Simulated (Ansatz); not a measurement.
**MoS₂: density, localisation and related maps**

Input file:

```
crystal:
  lattice:
    - [1.5932612359, 0.9198698034, 6.9087275633]
    - [-1.5932612359, 0.9198698034, 6.9087275633]
    - [0.0, -1.8397396068, 6.9087275633]
  atoms:
    - { symbol: Mo, position: [-9.2941e-06, -9.2941e-06, -9.2941e-06] }
    - { symbol: S, position: [0.7420195681, 0.7420195681, 0.7420195681] }
    - { symbol: S, position: [0.591289726, 0.591289726, 0.591289726] }
basis:
  ecutwfc: 420
kpoints:
  mp_grid: { grid: [12, 12, 12] }
hamiltonian:
  xc: pbe
scf:
  occupations: { method: gaussian, width: 0.02 }
output:
  forces: true
  stress: true
  eigenvalues: true
  write_density: true
  write_potential: true
  elf: true
  volumetric_format: npy
relax:
  adjacent_minimum: "off"
  f_tol: 0.005
  max_steps: 80
  cell: { stress_tol: 0.05 }
```

Command:

```sh
ansatz run input.yaml --threads 8 --pin off --max-ram 20480MiB --backend cpu --events-out ev --progress --plain --runs-dir out
```

Below, planes, directions and counts refer to the conventional cell (a = 3.19 Å, b = 3.19 Å, c = 22.07 Å, α = 90.00°, β = 90.00°, γ = 120.00°).

The fields are those of the relaxed geometry.

Space group R3m; computed without spin polarisation.

These are results of Ansatz, DFT PBE, scalar-relativistic, plane waves, PAW, not measurements.

Core electrons are frozen (PAW), and the valence fields are smoothed inside the atomic spheres.

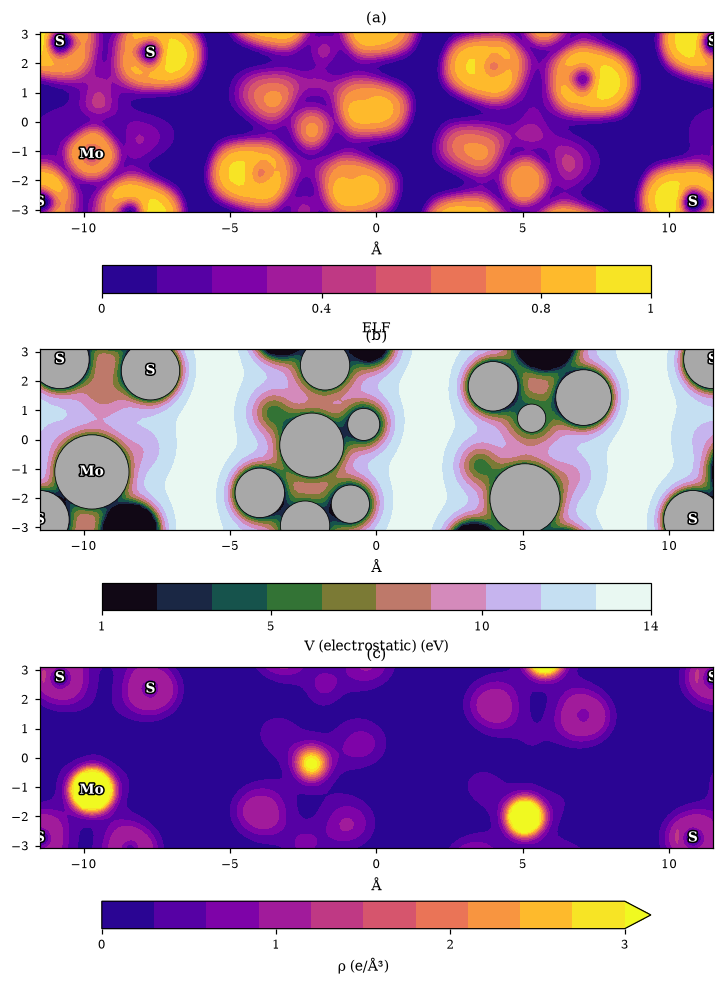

Figure 1. (a) ELF; (b) electrostatic potential (local pseudopotential plus Hartree) felt by an electron; (c) valence pseudo-density on the (111) plane of the conventional cell. Grey discs cover the atomic cores in the potential map.

Interpret the plot.

- The plane passes through Mo and S nuclei.
- Atoms just off the plane (Mo, 0.4 Å away and S, 0.3 Å away) can leave unmarked features too.
- Mo–S (2.41 Å): the density is about 0.6 e/Å³ at the midpoint; the ELF peaks at about 0.85 in the valence shell of S, 0.8 Å from its nucleus, and is about 0.45 at the midpoint.
- Between the atoms the lowest density in this plane is 0.003 e/Å³.
- The features right at Mo lie inside the PAW spheres, where the map follows smoothed inner orbitals and isn't to be read closely.
- Outside the cores the potential energy rises away from the atoms and is highest about 2.2 Å from the nearest atoms; its zero is arbitrary.

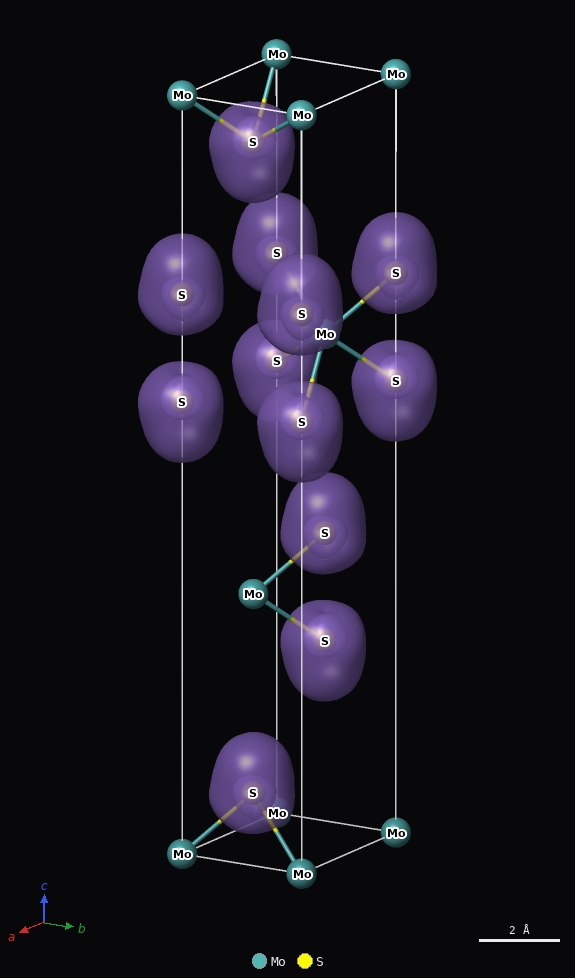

Figure 2. Isosurface of the electron localisation function at 0.7 (purple), seen at an oblique angle. Only the valence region is drawn (cores and ρ < 0.01 e/Å³ removed). Sticks mark near contacts.

Where are the electrons localised?

The surface consists of six regions wrapped around S (the valence shell of each), counted in one cell of 9 atoms. Any copies at cell faces, edges or corners count once.

Does the calculation give a band gap?

It is gapped, with a Kohn–Sham gap of 1.4 eV on the k-point mesh, an upper bound to the gap of this method.
